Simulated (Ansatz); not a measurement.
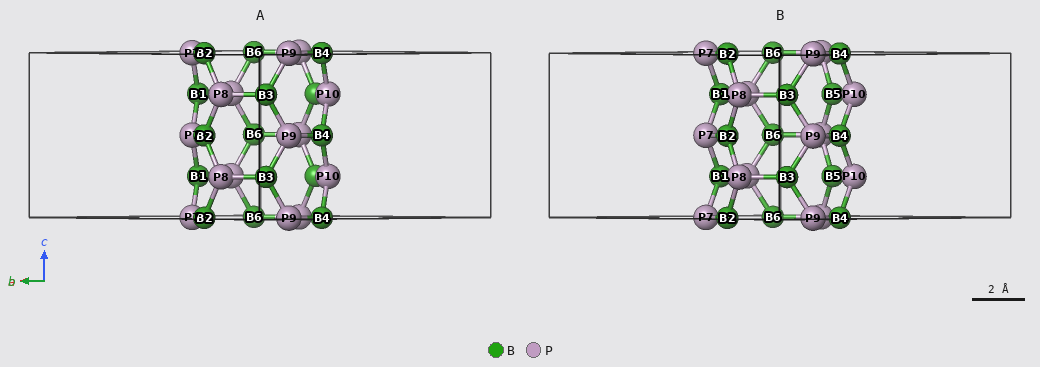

Two geometries of a wire of composition BP, drawn at one scale. One is the start of a relaxation, the other its converged end. Style: ball-and-stick. Shown: the 2 repeat of the cell, with the vacuum cut short, from a free direction.

These are results of Ansatz 0.2.0, DFT PBE, scalar-relativistic, plane waves, PAW, not measurements. (plane-wave cutoff 420 eV; k-point mesh 1 × 1 × 14; occupations gaussian; smearing width 0.05 eV; no spin polarisation; cell relaxed at fixed a, b, alpha, beta, gamma; force threshold 0.02 eV/Å; at most 45 steps)

**Which one is relaxed?**

Structure B is the relaxed one. Case: (3,3) tube. The energy falls by 1.153 eV per cell of the calculation in 5 accepted moves (6 points after the start). Largest force component: 1.2 eV/Å at the start, 0.0036 eV/Å at the end. At 1 point the geometry stayed and the basis and grid were re-selected for the new cell (energy shift of 0.3 meV per cell of the calculation at most each time). The largest moves relative to the layer's centre, 0.24 Å, are those of P atoms. By element the largest moves are P 0.24 Å, B 0.13 Å. Along the periodic axis the drawn cell goes c 6.428 → 6.409 Å (−0.3 %). Among the contacts that change: B–P 1.818 → 1.876 Å, B–P 1.853 → 1.897 Å. Bond angles that change, for instance: B–P–B 115.6° → 105.6°, P–B–P 115.6° → 122.4°, P–B–P 120.3° → 115.3°. Cost: 33 s on 4 threads of Arm Neoverse V2 (shared host), peak memory 1.1 GiB.
